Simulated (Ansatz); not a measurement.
## PtSe₂: geometry relaxation (part 2 of 3)

The same run, continued: PtSe₂ (slab, 12 atoms in the cell); DFT LDA, scalar-relativistic, plane waves, PAW, no spin polarisation (Ansatz 0.2.0); cutoff 420 eV, 12×12×1 k-mesh, Gaussian smearing of 0.1 eV. The structure derives from an entry of the Crystallography Open Database.

Geometry of the input (Å; fractional positions):
```
3.7541  0.0000  0.0000
-1.8770  3.2511  0.0000
0.0000  0.0000  60.0613
Se 0.6667  0.3333  0.3565
Pt 0.0000  0.0000  0.3784
Se 0.3333  0.6667  0.3996
Se 0.6667  0.3333  0.4381
Pt 0.0000  0.0000  0.4595
Se 0.3333  0.6667  0.4810
Se 0.6667  0.3333  0.5190
Pt 0.0000  0.0000  0.5405
Se 0.3333  0.6667  0.5619
Se 0.6667  0.3333  0.6004
Pt 0.0000  0.0000  0.6216
Se 0.3333  0.6667  0.6435
```

**The program's output, continued**
```
SCF iter   1: F=—  HF=-92050.795759 eV  |F-HF|=—  |Δ(HF+E_count)|=         —  Δρ=4.91e-4  dr2=4.26e-4  ethr=2.16e-7  ⟨swp⟩=3.9  Hψ=8695  notcnv=0
preconditioner: auto → LDOS  [insulator: Δε(μ)=0.123 eV  Ē_g=9.949 eV  σ=0.100 eV  W_gap=0.61  n_scr=156 (ndim 8)  ℏωp=13.0 eV  f_vac=0.667  D(μ)=2.90/eV (n_scr^D=16)  ε∞_Penn≈2.7  β→1.0]
SCF iter   2: F=—  HF=-92050.795718 eV  |F-HF|=—  |Δ(HF+E_count)|=   4.11e-5  Δρ=1.08e-4  dr2=2.42e-4  ethr=2.13e-7  ⟨swp⟩=3.0  Hψ=4838  notcnv=0
SCF iter   3: F=—  HF=-92050.795680 eV  |F-HF|=—  |Δ(HF+E_count)|=   3.76e-5  Δρ=4.63e-5  dr2=6.72e-5  ethr=1.21e-7  ⟨swp⟩=3.0  Hψ=5148  notcnv=0
SCF iter   4: F=—  HF=-92050.795662 eV  |F-HF|=—  |Δ(HF+E_count)|=   1.79e-5  Δρ=1.50e-5  dr2=4.83e-6  ethr=3.36e-8  ⟨swp⟩=2.8  Hψ=3466  notcnv=0
SCF iter   5: F=—  HF=-92050.796165 eV  |F-HF|=—  |Δ(HF+E_count)|=   5.02e-4  Δρ=4.15e-6  dr2=4.57e-7  ethr=2.41e-9  ⟨swp⟩=3.0  Hψ=4520  notcnv=0
SCF iter   6: F=—  HF=-92050.796164 eV  |F-HF|=—  |Δ(HF+E_count)|=   5.86e-8  Δρ=9.71e-7  dr2=3.17e-8  ethr=2.28e-10  ⟨swp⟩=3.0  Hψ=4022  notcnv=0
SCF iter   7: F=-92050.796164 eV  HF=-92050.796164 eV  |F-HF|=6.84e-10  |Δ(HF+E_count)|=   1.86e-9  Δρ=2.27e-7  dr2=1.36e-9  ethr=6.38e-12  ⟨swp⟩=20.7  Hψ=22131  notcnv=0
SCF 5 converged in 7 iterations: F = -92050.796164 eV  dr2 = 1.36e-9
relax step   5: F+E_penalty+E_count = -92050.79616447 eV  Δ(F+E_penalty+E_count) = -2.552e-4 eV  max|allowed force component| = 8.502e-4 eV/Å  Δτ_max = 0.0073 Å  P = -0.003 N/m  Ω = 721.535 Å³  energy of the carried Pulay correction = +9.153e-4 eV  fix = [c, alpha, beta]  reactions: c -0.000 N/m  (7 SCF iters, dr2 threshold 1.28e-8 eV, accepted)
Initial wavefunctions: pseudopotential atomic-orbital guess (no wavefunctions were taken with the density)
iter 1 solved again at ethr=7.93e-7 eV; its pass at ethr=3.10e-3 eV (dr2=1.59e-3 eV) is discarded
SCF iter   1: F=—  HF=-92050.794736 eV  |F-HF|=—  |Δ(HF+E_count)|=         —  Δρ=1.18e-5  dr2=1.51e-7  ethr=7.93e-7  ⟨swp⟩=6.3  Hψ=21462  notcnv=0
eigensolver tolerance schedule: the retry pair's looser diagonalisation over-reported the residual by 10524.12 of it (diagonalisation noise at an unbounded share of the residual, at the tolerance the schedule requests for it); recorded, not acted on — ethr = c·dr2/N_el stays at c = 1.0e-1
preconditioner: auto → LDOS  [insulator: Δε(μ)=0.122 eV  Ē_g=9.949 eV  σ=0.100 eV  W_gap=0.61  n_scr=156 (ndim 8)  ℏωp=13.0 eV  f_vac=0.667  D(μ)=2.90/eV (n_scr^D=16)  ε∞_Penn≈2.7  β→1.0]
SCF iter   2: F=—  HF=-92050.795226 eV  |F-HF|=—  |Δ(HF+E_count)|=   4.90e-4  Δρ=5.54e-6  dr2=2.05e-7  ethr=7.53e-11  ⟨swp⟩=6.0  Hψ=8432  notcnv=0
SCF iter   3: F=—  HF=-92050.795226 eV  |F-HF|=—  |Δ(HF+E_count)|=   1.54e-7  Δρ=1.91e-6  dr2=1.87e-8  ethr=7.53e-11  ⟨swp⟩=2.9  Hψ=4681  notcnv=0
SCF iter   4: F=—  HF=-92050.795226 eV  |F-HF|=—  |Δ(HF+E_count)|=   2.31e-9  Δρ=4.51e-7  dr2=4.84e-9  ethr=9.33e-12  ⟨swp⟩=3.4  Hψ=5159  notcnv=0
SCF iter   5: F=—  HF=-92050.795226 eV  |F-HF|=—  |Δ(HF+E_count)|=  8.29e-10  Δρ=1.78e-7  dr2=1.07e-9  ethr=2.42e-12  ⟨swp⟩=3.1  Hψ=3793  notcnv=0
SCF iter   6: F=—  HF=-92050.795226 eV  |F-HF|=—  |Δ(HF+E_count)|=  5.82e-10  Δρ=5.03e-8  dr2=2.97e-11  ethr=1.00e-12  ⟨swp⟩=2.7  Hψ=3407  notcnv=0
SCF iter   7: F=—  HF=-92050.795226 eV  |F-HF|=—  |Δ(HF+E_count)|=  8.15e-10  Δρ=1.92e-8  dr2=7.76e-12  ethr=1.00e-12  ⟨swp⟩=2.0  Hψ=3019  notcnv=0
SCF iter   8: F=-92050.795226 eV  HF=-92050.795226 eV  |F-HF|=4.66e-10  |Δ(HF+E_count)|=  2.33e-10  Δρ=4.46e-9  dr2=3.61e-13  ethr=1.00e-12  ⟨swp⟩=17.9  Hψ=15949  notcnv=0
SCF 6 converged in 8 iterations: F = -92050.795226 eV  dr2 = 3.61e-13
relax step   6: F+E_penalty+E_count = -92050.79522565 eV  Δ(F+E_penalty+E_count) = +9.388e-4 eV  max|allowed force component| = 8.533e-4 eV/Å  Δτ_max = 0.0000 Å  P = -0.000 N/m  Ω = 721.535 Å³  fix = [c, alpha, beta]  reactions: c -0.000 N/m  stress off target by 2.90e-4 N/m on what of the cell is left free  SCF on the basis re-selected at this cell (its energy is not comparable with the rows above)  (8 SCF iters)
```

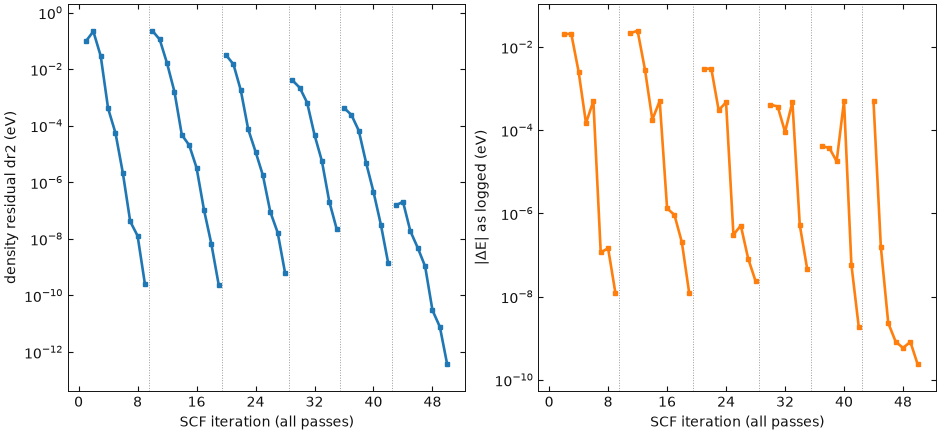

Fig. 1: Convergence of the self-consistent field: density residual dr2 and size of the energy change against the SCF iteration. The dotted lines part the SCF passes of the relaxation: geometry steps, rejected trials and re-solves on a re-selected basis. The 6 passes take 7 to 10 iterations each, 50 in all.

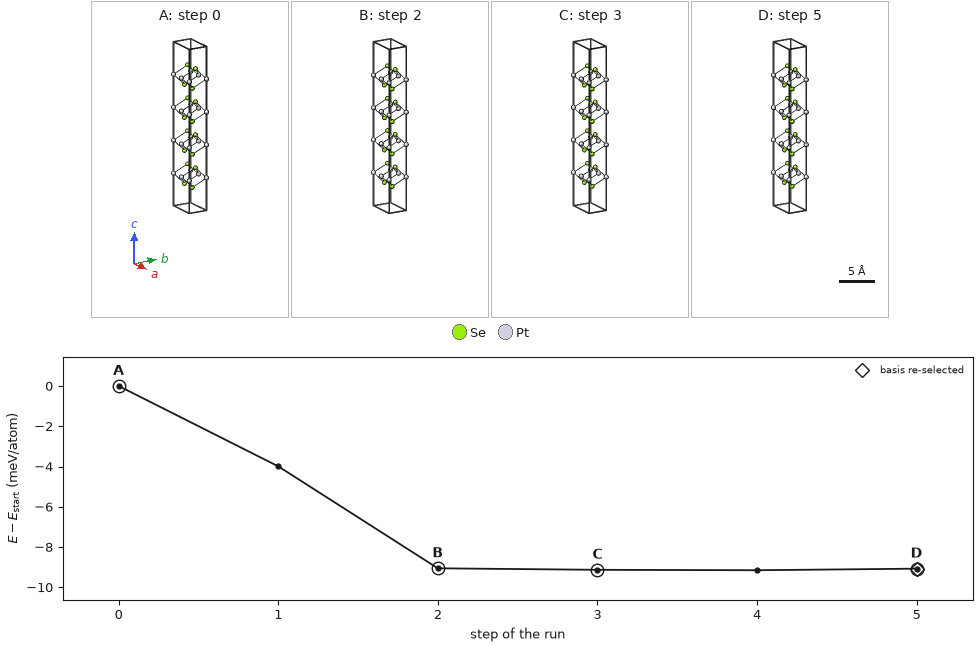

Fig. 2: Frames of the relaxation (ball-and-stick view of the 2 × 1 repeat of the cell, with the vacuum cut short, seen slightly off an axis) above the curves, on which the letters mark them (the first geometry is step 0 here and step 1 in the log).

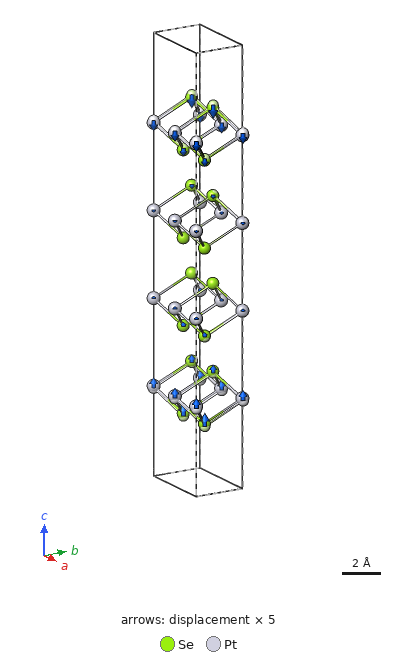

Fig. 3: Start (faint) and end (solid) with the displacements (without the part carried along by the change of the cell) as blue arrows, magnified 5 times (ball-and-stick view of the 2 × 1 repeat of the cell, with the vacuum cut short, seen slightly off an axis). Over 4 geometry steps the energy falls by 9.2 meV per atom. Largest force component: 0.57 eV/Å at the start, 0.00085 eV/Å at the end. The largest moves relative to the cell, 0.15 Å, are those of Se1 and Se12. Largest moves by element: Se 0.15 Å, Pt 0.12 Å. In the plane the drawn cell goes a 7.508 → 7.449 Å (−0.8 %), b 3.754 → 3.724 Å (−0.8 %). Among the contacts that change: Pt11–Se12 2.533 → 2.501 Å, Pt2–Se3 2.516 → 2.489 Å, Pt5–Se6 2.522 → 2.497 Å. A last SCF at the same geometry on a re-selected plane-wave basis shifts the energy by +0.1 meV per atom. (Atoms are counted from 1 in the order of the input.)

```
basis re-selected at this cell: Δ(F+E_penalty+E_count) = +9.388e-4 eV, ΔP = +0.003 N/m vs the last step (what re-selecting the basis moved, of the pressure what is left beyond the Pulay correction that the steps carried, after the strain that the cell walked since its last selection, with what the two solves' SCF thresholds leave and, on support functions, any second-order correction that the steps lacked; it is no measure of the basis error at this ecutwfc). The dense FFT grid was sized anew with the basis: this SCF ran on 25×25×405 points, the steps before it on 27×27×405, so part of this shift can come from that change (see relax.cell in the input reference). This SCF's stress stands 2.90e-4 N/m from its target on what of the cell is left free (relax.cell.stress_2d_tol is 2.00e-2 N/m) and its largest allowed force component is 8.53e-4 eV/Å (relax.f_tol is 5.00e-3 eV/Å): within both
WARN: The output density's exchange-correlation potential varies sharply where the density is thin. Do not read a vacuum level from v_tot or v_xc, or from such a field of the output density. On a cell that repeats whose density bears no net charge and no dipole along the vacuum's axis use v_es (v_loc + v_h of the components); under efield.dipole_correction with no amplitude use v_es + v_field, which holds any external_charges[].barrier, or the levels of the report's work_function block, which leave it out; under a non-zero efield.amplitude the vacuum is tilted and has no level; on a cell that repeats and bears such a dipole with no correction it is tilted too, and efield.dipole_correction with no amplitude gives each side of its ramp a level where efield: is served; in a cell that repeats whose density bears a net charge (total_charge, or a fill off its count) it is curved and has none; of a slab under crystal.periodic whose density bears no net charge use v_es, which has a level on each side, short of where the two are joined; of another it falls or rises all the way out and has none; of a slab beside external_charges read slab_vacuum_level instead, which it has where they leave it neutral. The grid or the basis barely resolves most such structure, and the values can differ between equally converged runs; as a rule a tighter scf.convergence.dr2_threshold does not remove it. Where the density itself ripples (under the LDA too) a higher basis.ecutwfc lessens it. The files hold the spikes' plane waves up to the density's cutoff. Files: v_tot_of_output_density and the like, and their columns of v_z.tsv (output.write_potential); v_xc_of_output_density and the like, and their columns of v_comp_z.tsv (output.write_potential_components). Measured: with its Gaussian average of σ = 0.25 Å subtracted twice, the exchange-correlation potential is over 0.1 eV at 234 of the grid points where the equally averaged density (valence and model cores) is under 1e-3 e/Å³, and 0.295 eV at the most among them, at an averaged density of 4.5e-5 e/Å³. The input density's (outcome.potential() and, of a run that writes arrays, v_tot and v_xc) is over 0.1 eV, so measured, at 234 points of its own thin density, 0.295 eV at the most. See output.write_potential in the manual, Limitations
SCF converged after 8 iterations
Free energy (F): -92050.795226 eV
Harris-Foulkes:  -92050.795226 eV  (|F-HF|=4.66e-10)
Internal energy: -92050.780730 eV  (E = F + TS)
E sigma→0 (E₀):  -92050.787978 eV
Entropy (-TS):   -0.014496 eV (-1.208 meV/atom)
Fermi energy:    -4.933764 eV
--- Per-component energies (eV) ---
  E_band       = -7502.186126
  E_kinetic    = 3511.352784
  E_local      = -2646729.636408  (includes V_loc(G=0)·N_el)
  E_nonlocal   = -3879.104124
  E_hartree    = 1320542.452295
  E_xc         = -1874.608479
  E_vxc        = -2004.591313  (∫ρ·V_xc dr)
  E_paw        = -51332.914113  (= ΣΔE_a)
  E_vpaw       = 514.892616  (= ΣTr[D̂ρ^β])
  E_aug_tail   = -0.004140  (compensation charges beyond the density's cutoff)
  E_ewald      = 1287692.087079
  E_core_change = 19.594376  (= ΣΔE_core)
  E_smearing   = -0.014496  (= −TS)
  E_closure    = 0.000000  (closes the sum)
  Σ components = -92050.795226   (vs F -92050.795226, Δ=0.00e0)
--- Forces (eV/Å), atoms counted from 1 ---
  atom   1  Se    -0.00000000     0.00000000    -0.00055881
  atom   2  Pt     0.00000000     0.00000000     0.00032861
  atom   3  Se     0.00000000    -0.00000000     0.00035359
  atom   4  Se    -0.00000000    -0.00000000     0.00049658
  atom   5  Pt    -0.00000000     0.00000000     0.00085332
  atom   6  Se     0.00000000    -0.00000000    -0.00005287
  atom   7  Se    -0.00000000     0.00000000     0.00005287
  atom   8  Pt     0.00000000    -0.00000000    -0.00085332
  atom   9  Se     0.00000000     0.00000000    -0.00049658
  atom  10  Se    -0.00000000     0.00000000    -0.00035359
  atom  11  Pt    -0.00000000     0.00000000    -0.00032861
  atom  12  Se     0.00000000     0.00000000     0.00055881
  max |Σ_I F_I| component: 1.39e-17 eV/Å
--- 2D stress c σ (N/m, compression-positive) ---
       -0.000290      -0.000000      -0.000000
       -0.000000      -0.000290       0.000000
       -0.000000       0.000000      -0.000000
  P = ½ c Tr σ = -0.0003 N/m
--- Band table (eV; the first three rows and the last of 19) ---
  k-point 0: bands = ["-104.5990", "-104.5990", "-104.5799", "-104.5799", "-58.7517", "-58.7517", "-58.7517", "-58.7517", "-58.7321", "-58.7321", "-58.7321", "-58.7321", "-58.6647", "-58.6646", "-58.6329", "-58.6329", "-53.7380", "-53.7380", "-53.7368", "-53.7368", "-53.7297", "-53.7297", "-53.7285", "-53.7285", "-53.7281", "-53.7281", "-53.7270", "-53.7270", "-53.7246", "-53.7235", "-53.7185", "-53.7185", "-53.7184", "-53.7184", "-53.7155", "-53.7155", "-53.7154", "-53.7154", "-53.7126", "-53.7126", "-53.7028", "-53.7028", "-53.7028", "-53.7028", "-53.6968", "-53.6968", "-53.4815", "-53.4815", "-53.4815", "-53.4815", "-53.4447", "-53.4447", "-53.4447", "-53.4447", "-53.4305", "-53.4305", "-20.9117", "-20.6899", "-20.3784", "-20.1017", "-19.1074", "-18.5933", "-18.1354", "-17.8335", "-12.2087", "-11.6623", "-11.4866", "-11.4866", "-11.4440", "-11.4440", "-11.3886", "-11.3886", "-11.3825", "-11.3825", "-10.9810", "-10.4089", "-9.0213", "-9.0213", "-8.9960", "-8.9960", "-8.9518", "-8.9518", "-8.9493", "-8.9493", "-7.8390", "-7.6112", "-7.5682", "-7.0757", "-7.0635", "-6.6448", "-6.6448", "-6.4065", "-6.4065", "-6.2683", "-6.1455", "-6.1455", "-6.0234", "-6.0234", "-5.4230", "-4.5951", "-3.6855", "-3.6855", "-3.2840", "-3.2840", "-2.8855", "-2.8855", "-2.6395", "-2.6395", "-1.6521 (-1.6521°)", "-1.2549 (-1.2549°)", "-1.0807 (-1.0808°)", "-0.9859 (-0.9859°)", "-0.6138 (-0.6138°)", "-0.2971 (-0.2990°)", "-0.1651 (-0.1689°?)", "0.0871 (-0.0097°?)", "0.3125", "0.5942", "0.8714", "1.2881"]
```
